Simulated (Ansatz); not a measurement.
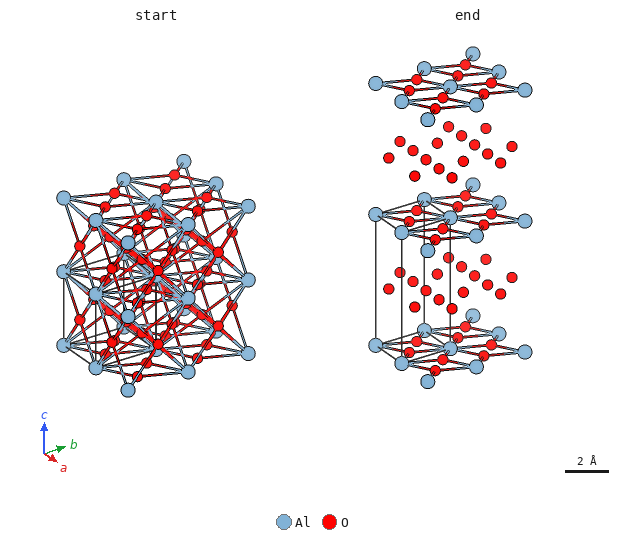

The structure of crystalline AlO5 (a generated structure, set up in P6/mmm) (coarse preliminary run) before (left) and after (right) a relaxation, at one scale.

A ball-and-stick model of the cell of the calculation, repeated 2 × 2 × 2 with one cell outlined, seen slightly off an axis.

These are results of DFT PBE, scalar-relativistic, plane waves, PAW (Ansatz), not measurements. (plane-wave cutoff 420 eV; k-point mesh 6 × 6 × 6; occupations gaussian; smearing width 0.1 eV; no spin polarisation; cell and atoms relaxed; force threshold 0.04 eV/Å; at most 70 steps)

What changed between the two?

Answer. The atoms keep their places relative to the cell (all moves are under 0.005 Å). The volume changes by +16.2 %, with a = b 4.409 → 3.566 Å (−19.1 %), c 3.588 → 6.377 Å (+77.7 %). Some distances before and after: Al–O 2.842 → 3.653 Å, Al–O 2.546 → 2.059 Å, O–O 2.205 → 1.783 Å. The space group stays P6/mmm (No. 191). After 20 accepted moves (26 points after the start) the energy has fallen by 910 meV per atom. All forces vanish by symmetry, so only the cell relaxes. The pressure goes from −11.95 to 0.11 GPa. At 6 points the geometry stayed and the basis and grid were re-selected for the new cell (energy shift of 129 meV per atom at most each time).

Limits of the set-up: an odd number of electrons was run without spin polarisation, which fails if the electron would localise.
